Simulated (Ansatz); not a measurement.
**Run report: In4Ga3As3, geometry relaxation (part 1 of 4)**

In4Ga3As3 (interface cell, 30 atoms in the cell), computed with DFT LDA, scalar-relativistic, plane waves, PAW, no spin polarisation (Ansatz 0.2.0).

The structure derives from a Materials Project entry. It belongs to a series of runs on one base structure; here: film shifted by (0.5, 0.5) in the plane. Figures and captions count atoms from 1; the log counts them from 0 in places.

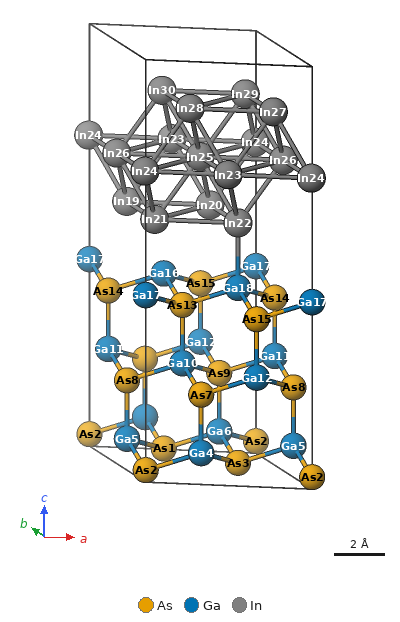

*The starting structure (ball-and-stick view of the cell of the calculation, seen slightly off an axis; atoms are numbered from 1 in the order of the input). An atom can appear more than once, as a periodic image.*

**Input**
```yaml
crystal:
  lattice:
    - [6.8627128638, 0.0, 0.0]
    - [-3.4313564319, 5.9432836789, 0.0]
    - [0.0, 0.0, 17.5717449096]
  atoms:
    - { symbol: As, position: [0.3333333333, 0.6666666667, 0.0284547723] }
    - { symbol: As, position: [0.0, 1.0, 0.0284547723] }
    - { symbol: As, position: [0.6666666667, 0.3333333333, 0.0284547723] }
    - { symbol: Ga, position: [0.3333333333, 1.0, 0.0744819865] }
    - { symbol: Ga, position: [0.0, 0.3333333333, 0.0744819865] }
    - { symbol: Ga, position: [0.6666666667, 0.6666666667, 0.0744819865] }
    - { symbol: As, position: [0.3333333333, 1.0, 0.2125636292] }
    - { symbol: As, position: [0.0, 1.3333333333, 0.2125636292] }
    - { symbol: As, position: [0.6666666667, 0.6666666667, 0.2125636292] }
    - { symbol: Ga, position: [0.3333333333, 1.3333333333, 0.2585908434] }
    - { symbol: Ga, position: [0.0, 0.6666666667, 0.2585908434] }
    - { symbol: Ga, position: [0.6666666667, 1.0, 0.2585908434] }
    - { symbol: As, position: [0.3333333333, 1.3333333333, 0.3966724861] }
    - { symbol: As, position: [0.0, 1.6666666667, 0.3966724861] }
    - { symbol: As, position: [0.6666666667, 1.0, 0.3966724861] }
    - { symbol: Ga, position: [0.3333333333, 1.6666666667, 0.4426997003] }
    - { symbol: Ga, position: [0.0, 1.0, 0.4426997003] }
    - { symbol: Ga, position: [0.6666666667, 1.3333333333, 0.4426997003] }
    - { symbol: In, position: [1.1666666667, 1.8333333333, 0.5963554706] }
    - { symbol: In, position: [0.6666666667, 1.8333333333, 0.5963554706] }
    - { symbol: In, position: [1.1666666667, 1.3333333333, 0.5963554706] }
    - { symbol: In, position: [0.6666666667, 1.3333333333, 0.5963554706] }
    - { symbol: In, position: [1.4937919036, 1.9968800856, 0.7364308795] }
    - { symbol: In, position: [0.9937919036, 1.9968800856, 0.7364308795] }
    - { symbol: In, position: [1.4937919036, 1.4968800856, 0.7364308795] }
    - { symbol: In, position: [0.9937919036, 1.4968800856, 0.7364308795] }
    - { symbol: In, position: [1.8209171405, 2.1604268379, 0.8765062883] }
    - { symbol: In, position: [1.3209171405, 2.1604268379, 0.8765062883] }
    - { symbol: In, position: [1.8209171405, 1.6604268379, 0.8765062883] }
    - { symbol: In, position: [1.3209171405, 1.6604268379, 0.8765062883] }
basis:
  ecutwfc: 420
kpoints:
  mp_grid: { grid: [6, 6, 2] }
hamiltonian:
  xc: lda
scf:
  occupations: { method: gaussian, width: 0.1 }
output:
  forces: true
  stress: true
  eigenvalues: true
  populations: true
  write_density: true
  write_potential: true
  elf: true
  volumetric_format: npy
relax:
  adjacent_minimum: "off"
  f_tol: 0.02
  max_steps: 70
  cell: { fix: [a, b, gamma, alpha, beta], stress_tol: 0.15 }
```

Hardware: 8 threads of Arm Neoverse V2, 24 GiB of memory available, shared host.

Launch command:
```bash
ansatz run input.yaml --threads 8 --pin off --max-ram 20480MiB --backend cpu --events-out ev --progress --plain --runs-dir out
```

**Output**
```
Engine: ansatz 0.2.0, aarch64-unknown-linux-gnu
Pseudopotentials: kind: paw
Pseudopotential: As, paw, valence charge 15, recommended cutoff 420 eV (normal), As.paw.azcp
Pseudopotential: Ga, paw, valence charge 13, recommended cutoff 420 eV (normal), Ga.paw.azcp
Pseudopotential: In, paw, valence charge 13, recommended cutoff 420 eV (normal), In.paw.azcp
Functional definition: SPW92
  exchange = slater_x
  correlation = pw_c
Crystal: 30 atoms, lattice volume = 716.700 Å³
Basis set: ecut = 420 eV, 14123 PW (Γ)
Bands: 245, of which v1, the nominal top of the filled ones, is band 204 counted from 1 (203 counted from 0)
Symmetry: 1 space group operations
Space group: P1 (ITA 1), of the structure as read, at distance tolerance 8.9e-5 Å
k-points: 40 of 72 (time reversal used)
Non-local potential: As, projectors of the file, l = 0: 2, l = 1: 2, l = 2: 3, l = 3: 1
Non-local potential: Ga, projectors of the file, l = 0: 2, l = 1: 2, l = 2: 3, l = 3: 1
Non-local potential: In, projectors of the file, l = 0: 2, l = 1: 2, l = 2: 2, l = 3: 2
PAW form: soft (Blöchl's): semilocal exchange-correlation on the pseudo side does not see the compensation charge
PAW frozen core: As, regenerated for the run's functional, and the local potential with it (the file was generated under x = pbe(κ = 0.804, μ = 0.2195149727645171), c = pbe(β = 0.06672455060314922))
PAW frozen core: Ga, regenerated for the run's functional, and the local potential with it (the file was generated under x = pbe(κ = 0.804, μ = 0.2195149727645171), c = pbe(β = 0.06672455060314922))
PAW frozen core: In, regenerated for the run's functional, and the local potential with it (the file was generated under x = pbe(κ = 0.804, μ = 0.2195149727645171), c = pbe(β = 0.06672455060314922))
PAW one-centre angular grid: As, 590 points (default); XC on 64 Gauss nodes
PAW one-centre angular grid: Ga, 590 points (default); XC on 64 Gauss nodes
PAW one-centre angular grid: In, 590 points (default); XC on 64 Gauss nodes
Initial density: superposition of atomic densities (neutral atoms: chi_scale 0, normalization atom), corrected by the library's trained network
Initial wavefunctions: pseudopotential atomic-orbital guess
Functional: x = slater, c = lda
SCF iter   1: F=—  HF=-141814.612534 eV  |F-HF|=—  |Δ(HF+E_count)|=         —  Δρ=6.55e-3  dr2=3.83e-1  ethr=1.77e-3  ⟨swp⟩=6.0  Hψ=37706  notcnv=0  defer=220
preconditioner: auto → LDOS  [metal: Δε(μ)=0.018 eV  Ē_g=14.474 eV  σ=0.100 eV  W_gap=0.10  n_scr=186 (ndim 8)  ℏωp=24.7 eV  f_vac=0.019  D(μ)=9.87/eV (n_scr^D=50)  β→1.0]
SCF iter   2: F=—  HF=-141814.557203 eV  |F-HF|=—  |Δ(HF+E_count)|=   5.53e-2  Δρ=4.19e-3  dr2=1.20e-1  ethr=9.38e-5  ⟨swp⟩=2.5  Hψ=17303  notcnv=0  defer=1329
SCF iter   3: F=—  HF=-141814.507542 eV  |F-HF|=—  |Δ(HF+E_count)|=   4.97e-2  Δρ=9.71e-4  dr2=1.34e-2  ethr=2.95e-5  ⟨swp⟩=2.0  Hψ=16647  notcnv=0  defer=1329
SCF iter   4: F=—  HF=-141814.504956 eV  |F-HF|=—  |Δ(HF+E_count)|=   2.59e-3  Δρ=2.97e-4  dr2=1.87e-3  ethr=3.29e-6  ⟨swp⟩=2.0  Hψ=16652  notcnv=0  defer=1329
SCF iter   5: F=—  HF=-141814.504606 eV  |F-HF|=—  |Δ(HF+E_count)|=   3.50e-4  Δρ=1.19e-4  dr2=4.09e-4  ethr=4.58e-7  ⟨swp⟩=2.0  Hψ=14848  notcnv=0  defer=1329
SCF iter   6: F=—  HF=-141814.504540 eV  |F-HF|=—  |Δ(HF+E_count)|=   6.62e-5  Δρ=5.13e-5  dr2=5.42e-5  ethr=1.00e-7  ⟨swp⟩=2.0  Hψ=14853  notcnv=0  defer=1329
SCF iter   7: F=—  HF=-141814.504405 eV  |F-HF|=—  |Δ(HF+E_count)|=   1.35e-4  Δρ=1.80e-5  dr2=9.90e-6  ethr=1.33e-8  ⟨swp⟩=2.0  Hψ=15513  notcnv=0  defer=893
SCF iter   8: F=—  HF=-141814.504403 eV  |F-HF|=—  |Δ(HF+E_count)|=   1.18e-6  Δρ=6.34e-6  dr2=8.84e-7  ethr=2.43e-9  ⟨swp⟩=2.0  Hψ=14918  notcnv=0  defer=850
SCF iter   9: F=-141814.504403 eV  HF=-141814.504403 eV  |F-HF|=8.21e-8  |Δ(HF+E_count)|=   9.60e-8  Δρ=2.35e-6  dr2=9.13e-8  ethr=2.45e-11  ⟨swp⟩=12.4  Hψ=82345  notcnv=0
SCF 1 converged in 9 iterations: F = -141814.504403 eV  dr2 = 9.13e-8
  greatest PAW one-centre occupation: 0.999 electrons in one spin orbital (limit 2), on the As atom at site 1 (counted from 0), in its partial waves of l = 2
relax step   1: F+E_penalty+E_count = -141814.50440320 eV  Δ(F+E_penalty+E_count) = +0.000e0 eV  max|allowed force component| = 6.285e-1 eV/Å  Δτ_max = 0.0000 Å  P = -1.169 GPa  Ω = 716.700 Å³  fix = [a, b, alpha, beta, gamma]  reactions: a -1.766, b -1.822 GPa; alpha -0.033, beta -0.070, gamma +1.018 GPa/rad  (9 SCF iters, dr2 threshold 1.00e-7 eV, accepted)
Crystal: 30 atoms, lattice volume = 713.096 Å³
Basis set: ecut = 420 eV, 13979 PW (Γ)
Initial density: handed on by an earlier stage of this run
Initial wavefunctions: those handed on with the density
iter 1 solved again at ethr=1.37e-4 eV; its pass at ethr=3.10e-3 eV (dr2=5.58e-1 eV) is discarded
SCF iter   1: F=—  HF=-141814.898895 eV  |F-HF|=—  |Δ(HF+E_count)|=         —  Δρ=4.49e-3  dr2=6.07e-1  ethr=1.37e-4  ⟨swp⟩=3.3  Hψ=34609  notcnv=0
preconditioner: auto → LDOS  [metal: Δε(μ)=0.021 eV  Ē_g=14.512 eV  σ=0.100 eV  W_gap=0.11  n_scr=186 (ndim 8)  ℏωp=24.8 eV  f_vac=0.016  D(μ)=9.33/eV (n_scr^D=50)  β→1.0]
SCF iter   2: F=—  HF=-141814.857384 eV  |F-HF|=—  |Δ(HF+E_count)|=   4.15e-2  Δρ=1.63e-3  dr2=2.64e-2  ethr=1.37e-4  ⟨swp⟩=3.1  Hψ=13319  notcnv=0  defer=1
SCF iter   3: F=—  HF=-141814.851963 eV  |F-HF|=—  |Δ(HF+E_count)|=   5.42e-3  Δρ=8.56e-4  dr2=1.82e-2  ethr=6.46e-6  ⟨swp⟩=2.0  Hψ=16888  notcnv=0  defer=1
SCF iter   4: F=—  HF=-141814.849120 eV  |F-HF|=—  |Δ(HF+E_count)|=   2.84e-3  Δρ=3.13e-4  dr2=3.06e-3  ethr=4.47e-6  ⟨swp⟩=2.6  Hψ=15332  notcnv=0  defer=1
SCF iter   5: F=—  HF=-141814.848747 eV  |F-HF|=—  |Δ(HF+E_count)|=   3.73e-4  Δρ=1.00e-4  dr2=2.74e-4  ethr=7.51e-7  ⟨swp⟩=2.5  Hψ=14818  notcnv=0  defer=1
SCF iter   6: F=—  HF=-141814.848545 eV  |F-HF|=—  |Δ(HF+E_count)|=   2.02e-4  Δρ=2.95e-5  dr2=1.45e-5  ethr=6.71e-8  ⟨swp⟩=2.0  Hψ=15947  notcnv=0  defer=1
SCF iter   7: F=-141814.848541 eV  HF=-141814.848542 eV  |F-HF|=1.04e-6  |Δ(HF+E_count)|=   2.59e-6  Δρ=9.91e-6  dr2=1.31e-6  ethr=7.35e-10  ⟨swp⟩=14.2  Hψ=95863  notcnv=0
SCF 2 converged in 7 iterations: F = -141814.848541 eV  dr2 = 1.31e-6
[... from here on the iterations of each SCF are left out, up to the last one ...]
relax step   2: F+E_penalty+E_count = -141814.84854099 eV  Δ(F+E_penalty+E_count) = -3.441e-1 eV  max|allowed force component| = 3.578e-1 eV/Å  Δτ_max = 0.1288 Å  P = -1.423 GPa  Ω = 713.096 Å³  energy of the carried Pulay correction = +5.944e-4 eV  fix = [a, b, alpha, beta, gamma]  reactions: a -2.020, b -2.062 GPa; alpha -0.026, beta -0.057, gamma +1.169 GPa/rad  (7 SCF iters, dr2 threshold 3.00e-6 eV, accepted)
[... from here on the SCF iterations and repeated set-up lines of each step are left out, up to the last step ...]
SCF 3 converged in 7 iterations: F = -141814.904618 eV  dr2 = 3.63e-7
relax step   3: F+E_penalty+E_count = -141814.90461844 eV  Δ(F+E_penalty+E_count) = -5.608e-2 eV  max|allowed force component| = 1.488e-1 eV/Å  Δτ_max = 0.1293 Å  P = -1.351 GPa  Ω = 708.722 Å³  energy of the carried Pulay correction = +1.320e-3 eV  fix = [a, b, alpha, beta, gamma]  reactions: a -2.024, b -2.057 GPa; alpha -0.023, beta -0.050, gamma +1.171 GPa/rad  (7 SCF iters, dr2 threshold 3.00e-6 eV, accepted)
SCF 4 converged in 6 iterations: F = -141814.915266 eV  dr2 = 6.11e-7
relax step   4: F+E_penalty+E_count = -141814.91526625 eV  Δ(F+E_penalty+E_count) = -1.065e-2 eV  max|allowed force component| = 3.151e-2 eV/Å  Δτ_max = 0.0372 Å  P = -1.397 GPa  Ω = 709.764 Å³  energy of the carried Pulay correction = +1.147e-3 eV  fix = [a, b, alpha, beta, gamma]  reactions: a -2.052, b -2.082 GPa; alpha -0.022, beta -0.047, gamma +1.188 GPa/rad  (6 SCF iters, dr2 threshold 1.38e-6 eV, accepted)
SCF 5 converged in 6 iterations: F = -141814.921533 eV  dr2 = 4.39e-8
relax step   5: F+E_penalty+E_count = -141814.92153274 eV  Δ(F+E_penalty+E_count) = -6.266e-3 eV  max|allowed force component| = 3.678e-2 eV/Å  Δτ_max = 0.0754 Å  P = -1.348 GPa  Ω = 709.227 Å³  energy of the carried Pulay correction = +1.236e-3 eV  fix = [a, b, alpha, beta, gamma]  reactions: a -2.030, b -2.044 GPa; alpha -0.016, beta -0.034, gamma +1.172 GPa/rad  (6 SCF iters, dr2 threshold 6.21e-8 eV, accepted)
SCF 6 converged in 7 iterations: F = -141814.926140 eV  dr2 = 2.20e-8
relax step   6: F+E_penalty+E_count = -141814.92614015 eV  Δ(F+E_penalty+E_count) = -4.607e-3 eV  max|allowed force component| = 5.230e-2 eV/Å  Δτ_max = 0.1181 Å  P = -1.304 GPa  Ω = 708.732 Å³  energy of the carried Pulay correction = +1.318e-3 eV  fix = [a, b, alpha, beta, gamma]  reactions: a -1.989, b -1.975 GPa; alpha -0.006, beta -0.013, gamma +1.141 GPa/rad  (7 SCF iters, dr2 threshold 8.45e-8 eV, accepted)
SCF 7 converged in 7 iterations: F = -141814.928134 eV  dr2 = 1.54e-7
relax step   7: F+E_penalty+E_count = -141814.92813357 eV  Δ(F+E_penalty+E_count) = -1.993e-3 eV  max|allowed force component| = 7.256e-2 eV/Å  Δτ_max = 0.1208 Å  P = -1.201 GPa  Ω = 707.403 Å³  energy of the carried Pulay correction = +1.540e-3 eV  fix = [a, b, alpha, beta, gamma]  reactions: a -1.863, b -1.864 GPa; alpha -0.005, beta +0.000, gamma +1.069 GPa/rad  (7 SCF iters, dr2 threshold 1.71e-7 eV, accepted)
SCF 8 converged in 7 iterations: F = -141814.934010 eV  dr2 = 8.20e-8
relax step   8: F+E_penalty+E_count = -141814.93401009 eV  Δ(F+E_penalty+E_count) = -5.877e-3 eV  max|allowed force component| = 7.017e-2 eV/Å  Δτ_max = 0.0691 Å  P = -1.280 GPa  Ω = 708.777 Å³  energy of the carried Pulay correction = +1.311e-3 eV  fix = [a, b, alpha, beta, gamma]  reactions: a -1.914, b -1.900 GPa; alpha +0.006, beta +0.014, gamma +1.103 GPa/rad  (7 SCF iters, dr2 threshold 3.29e-7 eV, accepted)
SCF 9 converged in 7 iterations: F = -141814.937335 eV  dr2 = 6.60e-8
relax step   9: F+E_penalty+E_count = -141814.93733496 eV  Δ(F+E_penalty+E_count) = -3.325e-3 eV  max|allowed force component| = 3.410e-2 eV/Å  Δτ_max = 0.0554 Å  P = -1.282 GPa  Ω = 708.575 Å³  energy of the carried Pulay correction = +1.344e-3 eV  fix = [a, b, alpha, beta, gamma]  reactions: a -1.935, b -1.918 GPa; alpha +0.000, beta -0.002, gamma +1.117 GPa/rad  (7 SCF iters, dr2 threshold 3.08e-7 eV, accepted)
SCF 10 converged in 6 iterations: F = -141814.937818 eV  dr2 = 6.94e-8
relax step  10: F+E_penalty+E_count = -141814.93781830 eV  Δ(F+E_penalty+E_count) = -4.833e-4 eV  max|allowed force component| = 2.480e-2 eV/Å  Δτ_max = 0.0302 Å  P = -1.308 GPa  Ω = 708.899 Å³  energy of the carried Pulay correction = +1.290e-3 eV  fix = [a, b, alpha, beta, gamma]  reactions: a -1.960, b -1.950 GPa; alpha +0.000, beta +0.003, gamma +1.134 GPa/rad  (6 SCF iters, dr2 threshold 7.27e-8 eV, accepted)
SCF 11 converged in 7 iterations: F = -141814.938412 eV  dr2 = 6.83e-9
relax step  11: F+E_penalty+E_count = -141814.93841169 eV  Δ(F+E_penalty+E_count) = -5.934e-4 eV  max|allowed force component| = 7.886e-3 eV/Å  Δτ_max = 0.0269 Å  P = -1.291 GPa  Ω = 708.733 Å³  energy of the carried Pulay correction = +1.318e-3 eV  fix = [a, b, alpha, beta, gamma]  reactions: a -1.946, b -1.933 GPa; alpha +0.001, beta +0.008, gamma +1.116 GPa/rad  (7 SCF iters, dr2 threshold 3.85e-8 eV, accepted)
Initial wavefunctions: pseudopotential atomic-orbital guess (no wavefunctions were taken with the density)
iter 1 solved again at ethr=2.86e-7 eV; its pass at ethr=3.10e-3 eV (dr2=1.17e-3 eV) is discarded
SCF iter   1: F=—  HF=-141814.937176 eV  |F-HF|=—  |Δ(HF+E_count)|=         —  Δρ=1.42e-5  dr2=3.09e-7  ethr=2.86e-7  ⟨swp⟩=2.5  Hψ=56394  notcnv=0
eigensolver tolerance schedule: the retry pair's looser diagonalisation over-reported the residual by 3771.71 of it (diagonalisation noise at 0.53 of the residual, at the tolerance the schedule requests for it); recorded, not acted on — ethr = c·dr2/N_el stays at c = 1.0e-1
preconditioner: auto → LDOS  [metal: Δε(μ)=0.036 eV  Ē_g=14.525 eV  σ=0.100 eV  W_gap=0.20  n_scr=186 (ndim 8)  ℏωp=24.9 eV  f_vac=0.016  D(μ)=10.42/eV (n_scr^D=50)  β→1.0]
SCF iter   2: F=—  HF=-141814.937019 eV  |F-HF|=—  |Δ(HF+E_count)|=   1.57e-4  Δρ=4.70e-6  dr2=1.22e-7  ethr=7.57e-11  ⟨swp⟩=3.0  Hψ=25065  notcnv=0
SCF iter   3: F=—  HF=-141814.937019 eV  |F-HF|=—  |Δ(HF+E_count)|=   1.94e-7  Δρ=2.70e-6  dr2=3.13e-8  ethr=2.99e-11  ⟨swp⟩=2.0  Hψ=17977  notcnv=0
SCF iter   4: F=—  HF=-141814.937019 eV  |F-HF|=—  |Δ(HF+E_count)|=   3.48e-8  Δρ=4.79e-7  dr2=1.40e-9  ethr=1.00e-12  ⟨swp⟩=7.5  Hψ=65525  notcnv=0
SCF iter   5: F=-141814.937019 eV  HF=-141814.937019 eV  |F-HF|=1.46e-10  |Δ(HF+E_count)|=   1.60e-9  Δρ=1.53e-7  dr2=1.54e-10  ethr=1.00e-12  ⟨swp⟩=6.0  Hψ=50883  notcnv=0
SCF 12 converged in 5 iterations: F = -141814.937019 eV  dr2 = 1.54e-10
relax step  12: F+E_penalty+E_count = -141814.93701911 eV  Δ(F+E_penalty+E_count) = +1.393e-3 eV  max|allowed force component| = 7.891e-3 eV/Å  Δτ_max = 0.0000 Å  P = -1.291 GPa  Ω = 708.733 Å³  fix = [a, b, alpha, beta, gamma]  reactions: a -1.946, b -1.934 GPa; alpha +0.001, beta +0.008, gamma +1.116 GPa/rad  stress off target by 6.09e-3 GPa on what of the cell is left free  SCF on the basis re-selected at this cell (its energy is not comparable with the rows above)  (5 SCF iters)
```

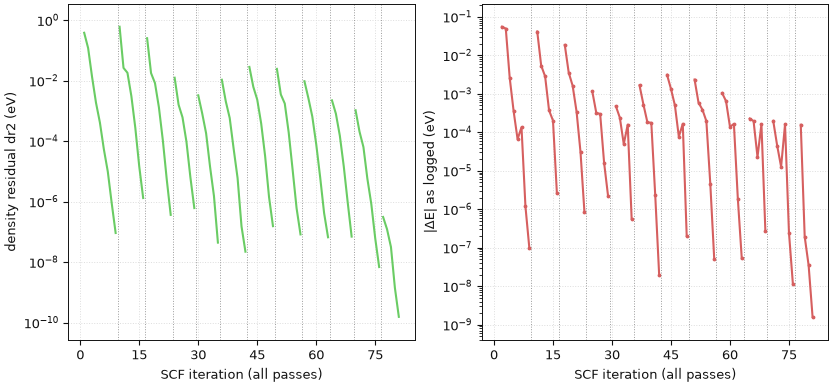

*Convergence of the self-consistent field: density residual dr2 and size of the energy change against the SCF iteration. The dotted lines part the SCF passes of the relaxation: geometry steps, rejected trials and re-solves on a re-selected basis.*

The 12 passes take 5 to 9 iterations each, 81 in all.

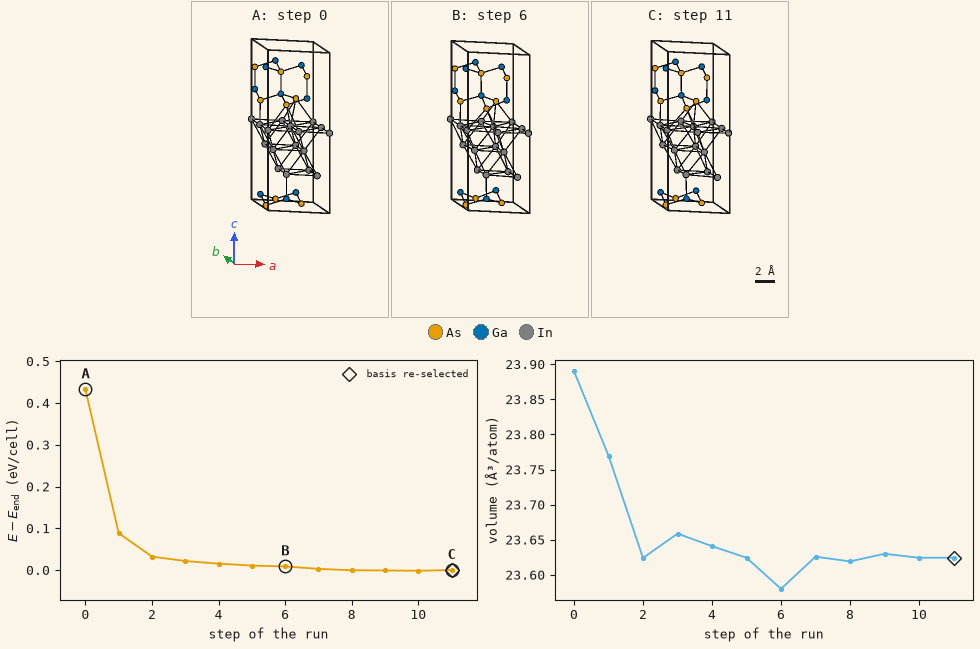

*Frames of the relaxation (ball-and-stick view of the cell of the calculation (origin shifted), seen slightly off an axis) above the curves, on which the letters mark them (the first geometry is step 0 here and step 1 in the log).*
